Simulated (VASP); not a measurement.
# GaN: time-dependent DFT spectra, part 3 of 3

Wanted: excitation energies of GaN by functional. The cell is of the wurtzite type, one of the forms listed for this formula. The start is a cell from a database of measured crystal structures.

VASP 6.6.1, plane waves and PAW; the level of theory is named at each step.

So far, lowest excitation (eV): step 4 (casida equation on LDA, time-dependent LDA, Casida form) 1.98; step 5 (random-phase approximation on LDA, RPA spectrum on LDA) 1.98.

The database entry behind the starting cell differs from later determinations by our own check (about 0.3 % short, ideal inner coordinate), so it need not match the best structure at ambient conditions.

### Step 8. Empty bands, functional HSE06

Level of this step: HSE06; plane waves and PAW (Ga_d, N) (VASP).

ALGO = Exact diagonalises the converged Hamiltonian in one step, and LOPTICS writes the k-derivatives of the orbitals (WAVEDER), which give the transition dipoles.

The input, INCAR:

```
SYSTEM = GaN
PREC = Accurate
ENCUT = 420
ISMEAR = 0
SIGMA = 0.01
LREAL = .FALSE.
LHFCALC = .TRUE.
AEXX = 0.25
GGA = PE
HFSCREEN = 0.2
LASPH = .TRUE.
NBANDS = 40
PRECFOCK = Fast
ALGO = Exact
NELM = 1
LWAVE = .TRUE.
LCHARG = .FALSE.
LOPTICS = .TRUE.
NEDOS = 1000
CSHIFT = 0.1
```

The input, POSCAR:

```
GaN
1.0
    3.1800000000      0.0000000000      0.0000000000
   -1.5900000000      2.7539607840      0.0000000000
    0.0000000000      0.0000000000      5.1660000000
Ga N
2 2
Direct
    0.6666666667      0.3333333333      0.5000000000
    0.3333333333      0.6666666667      0.0000000000
    0.6666666667      0.3333333333      0.8750000000
    0.3333333333      0.6666666667      0.3750000000
```

The input, KPOINTS:

```
Automatic mesh
0
Gamma
6 6 4
0 0 0
```

Potentials, in the order of the species: Ga_d and N (PBE family, release 64).

The WAVECAR or CHGCAR of an earlier step is read.

Command:

```sh
> mpirun -np 8 vasp_std
```

The log of the run:

```text
[banner, memory and clock lines left out]
running    8 mpi-ranks, on    1 nodes
[...]
[... a notice as in an earlier step ...]

 LDA part: xc-table for (Slater+PW92), standard interpolation
 found WAVECAR, reading the header
  number of bands has changed, file:    24 present:    40
  trying to continue reading WAVECAR, but it might fail
 POSCAR, INCAR and KPOINTS ok, starting setup
[...]
reading WAVECAR
 random initialization beyond band           24
 the WAVECAR file was read successfully
 initial charge from wavefunction
 entering main loop
       N       E                     dE             d eps       ncg     rms          rms(c)
DIA:   1    -0.295730718076E+02   -0.29573E+02    0.00000E+00     0   0.000E+00
   1 F= -.29573072E+02 E0= -.29573072E+02  d E =-.334835E-12
 writing wavefunctions
 optical routines
 imaginary and real dielectric function
 recalculating local potential from charge density
 direction            1
 direction            2
 direction            3
```

Elapsed: 16 min, on 8 MPI ranks of Intel Xeon Platinum 8559C (Emerald Rapids), shared host; peak memory 2.4 GiB; 2.2 h of CPU time.

Parts of OUTCAR (step 8):

```text
 POSITION                                       TOTAL-FORCE (eV/Angst)
 -----------------------------------------------------------------------------------
      1.59000      0.91799      2.58300        -0.000000     -0.000000     -0.153433
     -0.00000      1.83597      0.00000         0.000000      0.000000     -0.153433
      1.59000      0.91799      4.52025        -0.000000      0.000000      0.153433
     -0.00000      1.83597      1.93725         0.000000      0.000000      0.153433
 -----------------------------------------------------------------------------------
    total drift:                               -0.000001     -0.000004     -0.000398

  FREE ENERGIE OF THE ION-ELECTRON SYSTEM (eV)
  ---------------------------------------------------
  free  energy   TOTEN  =       -29.5730718076 eV

  energy  without entropy=      -29.5730718076  energy(sigma->0) =      -29.57307181

[... 2 parts as in an earlier step ...]

[... 1 further part left out ...]
[key lines of the parts left out:]
E-fermi :   4.6424
```

### Step 9. Casida equation on HSE06

This step: time-dependent HSE06, Casida form; plane waves and PAW (Ga_d, N) (VASP 6.6.1).

The Casida equation, in the Tamm-Dancoff approximation (ANTIRES = 0), couples the pairs by a local exchange-correlation kernel and by exact exchange, which attracts electron and hole.

The input, INCAR:

```
SYSTEM = GaN
PREC = Accurate
ENCUT = 420
ISMEAR = 0
SIGMA = 0.01
LREAL = .FALSE.
LHFCALC = .TRUE.
AEXX = 0.25
GGA = PE
HFSCREEN = 0.2
LASPH = .TRUE.
NBANDS = 40
PRECFOCK = Fast
ALGO = TDHF
NBANDSO = 5
NBANDSV = 5
OMEGAMAX = 25
NEDOS = 1000
CSHIFT = 0.1
LWAVE = .FALSE.
LCHARG = .FALSE.
ANTIRES = 0
LFXC = .TRUE.
LADDER = .TRUE.
```

POSCAR is that of step 8.

KPOINTS is that of step 8.

The WAVECAR or CHGCAR of an earlier step is read.

Command:

```sh
> mpirun -np 8 vasp_std
```

The log of the run:

```text
[banner, memory and clock lines left out]
 LDA part: xc-table for (Slater+PW92), standard interpolation
 found WAVECAR, reading the header
 POSCAR, INCAR and KPOINTS ok, starting setup
 FFT: planning ... GRIDC
 FFT: planning ... GRID_SOFT
 FFT: planning ... GRID
 reading WAVECAR
 the WAVECAR file was read successfully
 initial charge from wavefunction
 available memory per node:    132.78 GB, setting MAXMEM to    135965

 The Fermi energy was updated, please check that it is located mid-gap
 values below the HOMO (VB) or above the LUMO (CB) will cause erroneous energies
 E-fermi :   6.2305

 the WAVEDER file was read successfully
 responsefunction array rank=     496
 LDA part: xc-table for (Slater+PW92), standard interpolation

 Doing            0  frequencies on each core in blocks of            0
 parallelization over k-points
 Using distributed matrix
 Using distributed eigensolver
 allocating two-electron 4 orbital integral table    5    5    5    5
 BSE setting up matrix
 available memory per node:    132.63 GB, setting MAXMEM to    135817
 Calculate matrix elements of the BSE Hamiltonian:
 Workload is divided into blocks of two-electron 4 orbital integrals computed in
  parallel.
 Each block/integral has dimensions  of (   5,   5,   5,   5) orbitals
 Total number of blocks/integrals:                10440
 Number of spins:                                     1
 Number of kpoints:                                 144
 Spin channel:                                        1
  Number of blocks of unoccupied bands:               1
  Number of blocks of occupied bands:                 1
 Number of rows/columns of blocks:                  144

                                                        Time (sec)
               Integrals                 Ranks       Real         CPU
  [         1 -       1152/     10440]     8         0.79        0.00
  [      1153 -       2304/     10440]     8         1.58        0.00
  [      2305 -       3456/     10440]     8         2.30        0.00
  [      3457 -       4608/     10440]     8         3.03        0.00
  [      4609 -       5760/     10440]     8         3.92        0.00
  [      5761 -       6912/     10440]     8         4.66        0.00
  [      6913 -       8064/     10440]     8         5.42        0.00
  [      8065 -       9216/     10440]     8         6.17        0.00
  [      9217 -      10368/     10440]     8         6.90        0.00
  [     10369 -      10440/     10440]     8         7.02        0.00

[... 5 parts as in an earlier step ...]
```

Elapsed: 15 s, on 8 MPI ranks; peak memory 2.8 GiB.

OUTCAR, selected parts (step 9):

```text
   NELECT =      36.0000    total number of electrons

 E-fermi :   6.2305

[... 9 parts as in an earlier step ...]

[... 1 further part left out ...]
```

This step gave:

| Item | Value |
| --- | --- |
| lowest excitation | 3.221 eV |
| direct gap less the lowest excitation | 0.04330 eV |

The imaginary dielectric function has structure finer than the step of the table below, so its rows give means over 1 eV, whole bins alone (the curve runs from 0 to 25 eV). Peaks (eV: height): xx 4.6: 4.17, 5.8: 6.12, 6.8: 13.0, 7.6: 9.50, 8.6: 9.19, 9.1: 7.01, 11.1: 6.37; zz 5.1: 9.41, 6.1: 6.71, 7.0: 17.9, 7.3: 12.3, 8.2: 11.9, 8.8: 8.46, 12.2: 7.06.

From 5 filled and 5 empty bands alone, without any pair above OMEGAMAX = 25 eV, so strength is missing wherever others contribute; lines are broadened by CSHIFT, which also makes the tail under the first line. Imaginary dielectric function against photon energy; means over each step:

```csv
photon energy (eV),xx,zz
1,0.0178,0.0176
2,0.0566,0.0543
3,1.02,1.07
4,0.563,0.308
5,2.08,2.75
6,3.24,2.72
7,5.98,8.01
8,6.97,6.30
9,6.09,5.00
10,3.80,3.10
11,4.38,4.32
12,3.35,4.26
13,2.64,2.84
14,0.905,0.859
15,0.288,0.327
16,0.150,0.284
17,0.0790,0.153
18,0.0261,0.0377
19,0.0160,0.0177
20,0.0116,0.0125
21,0.00914,0.00977
22,0.00741,0.00787
23,0.00615,0.00647
24,0.00516,0.00541
```

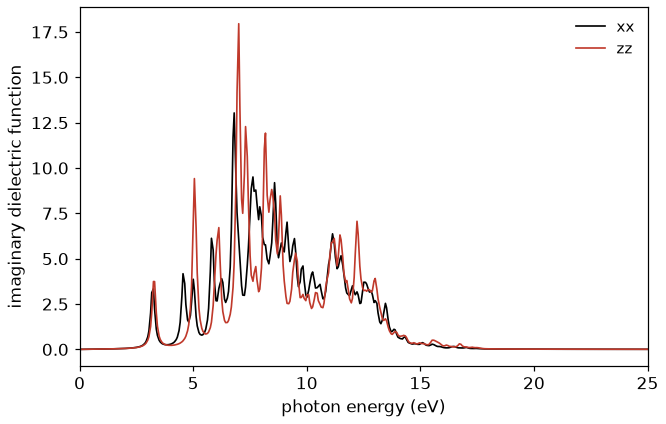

Imaginary dielectric function, plotted against photon energy.

Some of the lowest 40 states alone, with states under 2.5 meV apart joined, scaled to the strongest line shown. Lines of the exciton spectrum (strongest = 100):

```csv
position (eV),lines merged,oscillator strength
3.221,2,61
3.278,1,33
4.371,2,0.0
4.579,2,69
4.601,2,0.0
5.010,2,58
5.020,1,0.0
5.037,2,0.0
5.051,1,0.0
5.064,1,78
5.132,2,0.0
5.171,2,0.0
5.180,1,0.0
5.395,2,0.0
5.417,2,0.0
5.702,2,0.0
5.775,1,0.0
5.832,2,100
5.859,1,0.0
5.869,2,0.0
```

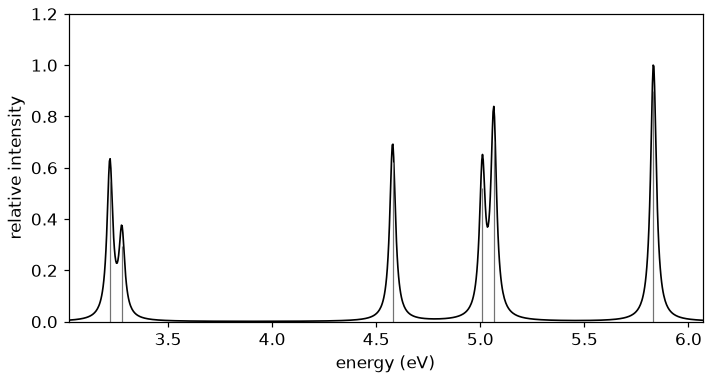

The exciton spectrum, broadened with Lorentzians of width 0.033 eV; bars mark the lines.

The lowest excitation lies at 3.221 eV, -43 meV against the direct gap of these orbitals. No second mesh in this session tests these energies, peaks and heights, and most of the distance from the gap can be the mesh's own exchange term.

### Step 10. Random-phase approximation on HSE06

This step: RPA spectrum on HSE06; plane waves and PAW (Ga_d, N) (VASP 6.6.1).

With the exchange-correlation kernel off, only the local fields remain: the random-phase approximation.

Edit INCAR of step 9 so:

```diff
@@ -22,3 +22,3 @@
 ANTIRES = 0
-LFXC = .TRUE.
-LADDER = .TRUE.
+LFXC = .FALSE.
+LADDER = .FALSE.
```

POSCAR is that of step 9.

KPOINTS is that of step 9.

Command:

```sh
> mpirun -np 8 vasp_std
```

The log of the run:

```text
[banner, memory and clock lines left out]
 LDA part: xc-table for (Slater+PW92), standard interpolation
 found WAVECAR, reading the header
 POSCAR, INCAR and KPOINTS ok, starting setup
 FFT: planning ... GRIDC
 FFT: planning ... GRID_SOFT
 FFT: planning ... GRID
 reading WAVECAR
 the WAVECAR file was read successfully
 initial charge from wavefunction
 available memory per node:    132.83 GB, setting MAXMEM to    136018

 Doing            0  frequencies on each core in blocks of            0
 parallelization over k-points
 Using distributed matrix
 Using distributed eigensolver
 allocating two-electron 4 orbital integral table    5    5    5    5
 BSE setting up matrix
 available memory per node:    132.70 GB, setting MAXMEM to    135881
 Calculate matrix elements of the BSE Hamiltonian:
 Workload is divided into blocks of two-electron 4 orbital integrals computed in
  parallel.
 Each block/integral has dimensions  of (   5,   5,   5,   5) orbitals
 Total number of blocks/integrals:                10440
 Number of spins:                                     1
 Number of kpoints:                                 144
 Spin channel:                                        1
  Number of blocks of unoccupied bands:               1
  Number of blocks of occupied bands:                 1
 Number of rows/columns of blocks:                  144

                                                        Time (sec)
               Integrals                 Ranks       Real         CPU
  [         1 -       1152/     10440]     8         0.46        0.00
  [      1153 -       2304/     10440]     8         0.88        0.00
  [      2305 -       3456/     10440]     8         1.33        0.00
  [      3457 -       4608/     10440]     8         1.75        0.00
  [      4609 -       5760/     10440]     8         2.17        0.00
  [      5761 -       6912/     10440]     8         2.58        0.00
  [      6913 -       8064/     10440]     8         2.98        0.00
  [      8065 -       9216/     10440]     8         3.38        0.00
  [      9217 -      10368/     10440]     8         3.81        0.00
  [     10369 -      10440/     10440]     8         3.87        0.00

[... 7 parts as in an earlier step ...]
```

Elapsed: 11 s, on 8 MPI ranks; peak memory 2.8 GiB; 79 s of CPU time.

From OUTCAR (step 10):

```text
   NELECT =      36.0000    total number of electrons

 E-fermi :   6.2305

[... 9 parts as in an earlier step ...]

[... 1 further part left out ...]
```

This step gave:

```
lowest excitation : 3.271 eV
```

The imaginary dielectric function has structure finer than the step of the table below, so its rows give means over 2 eV, whole bins alone (the curve runs from 0 to 25 eV). Peaks (eV: height): xx 6.9: 6.57, 8.1: 8.38, 8.7: 7.79, 9.5: 8.55, 9.9: 6.23, 11.6: 7.13, 13.1: 5.78; yy 6.9: 6.57, 8.1: 8.38, 8.7: 7.79, 9.5: 8.56, 9.9: 6.23, 11.6: 7.13, 13.1: 5.75; zz 7.5: 11.3, 8.6: 14.5, 9.0: 7.87, 9.6: 7.73, 11.6: 6.44, 12.4: 6.96, 13.2: 8.25.

From 5 filled and 5 empty bands alone, without any pair above OMEGAMAX = 25 eV, so strength is missing wherever others contribute; lines are broadened by CSHIFT, which also makes the tail under the first line. The imaginary dielectric function by photon energy; means over each step:

```csv
photon energy (eV),xx,yy,zz
2,0.0592,0.0592,0.0538
4,0.784,0.784,0.536
6,1.89,1.89,1.65
8,5.18,5.18,6.38
10,5.04,5.04,4.31
12,4.87,4.87,4.63
14,2.59,2.59,3.00
16,0.365,0.359,0.518
18,0.0551,0.0541,0.117
20,0.0158,0.0158,0.0184
22,0.00956,0.00954,0.0103
24,0.00644,0.00644,0.00683
```

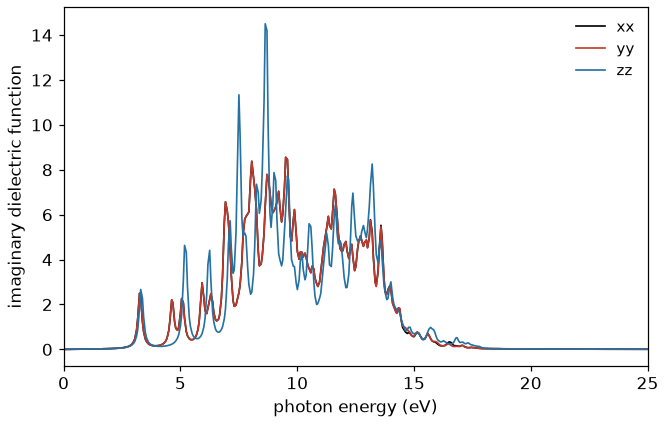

Imaginary dielectric function, plotted against photon energy.

The lowest excitation lies at 3.271 eV, +7 meV against the direct gap of these orbitals. Peak heights aren't converged with the mesh, least of all at the onset.

### Step 11. Summary

This step: time-dependent LDA, HSE06; plane waves and PAW (VASP 6.6.1).

This step runs nothing: it gathers the runs above.

Cost is wall time times ranks on a shared host, for this step alone, without the steps before it. Excitations by level:

```csv
level,first excitation (eV),cost (core minutes)
Casida equation on LDA,1.979,1.41
random phases on LDA,1.982,1.52
Casida equation on HSE06,3.221,1.97
random phases on HSE06,3.271,1.47
```

### Step 12. What came out

```json
{"Casida equation on LDA": "lowest vertical excitation 1.979 eV; direct gap 1.974 eV", "RPA on LDA": "lowest vertical excitation 1.982 eV; direct gap 1.974 eV", "Casida equation on HSE06": "lowest vertical excitation 3.221 eV; direct gap 3.264 eV", "RPA on HSE06": "lowest vertical excitation 3.271 eV; direct gap 3.264 eV"}
```

What this shows: Time-dependent HSE06 puts the lowest vertical singlet excitation at 3.221 eV, 0.04 eV below the direct gap of 3.264 eV; the states within 10 meV of it carry 61 % of the strength of the strongest such group among the lowest 40 states. The exchange-correlation kernel and the attraction move the centre of weight of eps2 xx over the computed range by -1.09 eV against the run in the random-phase approximation on HSE06. The LDA kernel binds nothing: its lowest excitation, 1.979 eV, sits at the direct gap of 1.974 eV. For the hybrids, on a mesh this coarse most of the distance from the gap can come from the q = 0 term of the exact exchange, which falls with the number of k points, so it doesn't show which functional binds an exciton. These are vertical excitations; an indirect gap can lie lower. The spectra were run on one mesh, so the distance from the gap isn't shown to be converged; coarse meshes tend to overstate it. Direct gaps by functional: 1.974 eV at LDA and 3.264 eV at HSE06. Exact exchange widens them. Only the bands set by NBANDSO and NBANDSV form pairs, and any pair above OMEGAMAX = 25 eV is dropped, so the spectrum is that of this window; the window can cut degenerate bands, and the ratio of directions in the curves is that of the window, not of the crystal. Spin-orbit coupling is left out; with Ga in the cell it can split or shift band edges, by an amount that depends on which atoms form them and isn't tested here. The given cell is kept, although it stands at -5.9 GPa at LDA and ENCUT = 420 eV, which holds the mismatch of the given cell with this functional and any basis-set error. Not tabulated here, as repeats of values shown or as unfit to read for their mesh, reference level or band range: eps2 curves (empty bands); eps1 curves and static values (Casida equation, empty bands, random phases); gaps (empty bands); line lists of runs without attraction (Casida equation, random phases).

[Lines on the potential files, build, host, timing and source positions are cut from VASP's logs without a mark.]

[Logs are printed without paths, hosts, clocks, repeated set-up lines and the standing remarks that a program may print on its own settings, such as how far it seeks lower states.]

[Hosts, paths, dates, database ids (printed as entryN), source tags and the programs' standing remarks are cut or masked in the printed files.]

[Pressures printed for these runs are not shown converged in the cutoff: they can be off by several GPa and have the wrong sign.]
